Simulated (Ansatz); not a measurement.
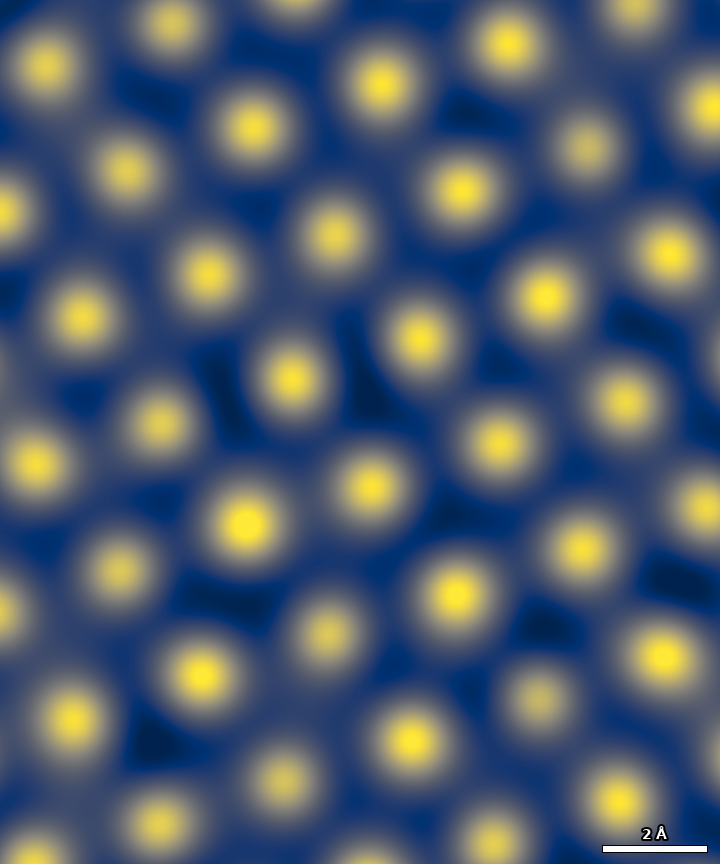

Z-contrast image of Ta (Fm-3m, No. 225). Simulation: incoherent imaging, intensity Z^1.7 per atom, probe width 1.30 Å, thin sample. The probe carries 15 % of its weight in a tail 2.5 times as wide. The speckle of an amorphous layer was added. Structure used: the geometry relaxed with DFT, revPBE, plane waves (420 eV) with PAW, scalar-relativistic (Ansatz 0.2.0); the starting structure was generated, so it need not be a known form of this composition.

```
CELL_PARAMETERS angstrom
4.24060 0.00000 0.00000
0.00000 4.24060 0.00000
0.00000 0.00000 4.24060
ATOMIC_POSITIONS crystal
Ta 0.00000 0.00000 0.00000
Ta 0.00000 0.50000 0.50000
Ta 0.50000 0.00000 0.50000
Ta 0.50000 0.50000 0.00000
```

> Which beam direction gives this image, [110], [211], [001] or [221]? (Directions equivalent by symmetry count as one.)

[110]. The projected cells are 2.60 × 2.60 Å, 109° for [110]; 1.50 × 2.45 Å, 90° for [211]; 2.12 × 2.12 Å, 90° for [001]; 1.00 × 1.58 Å, 108° for [221], and the image repeats as the [110] one does.
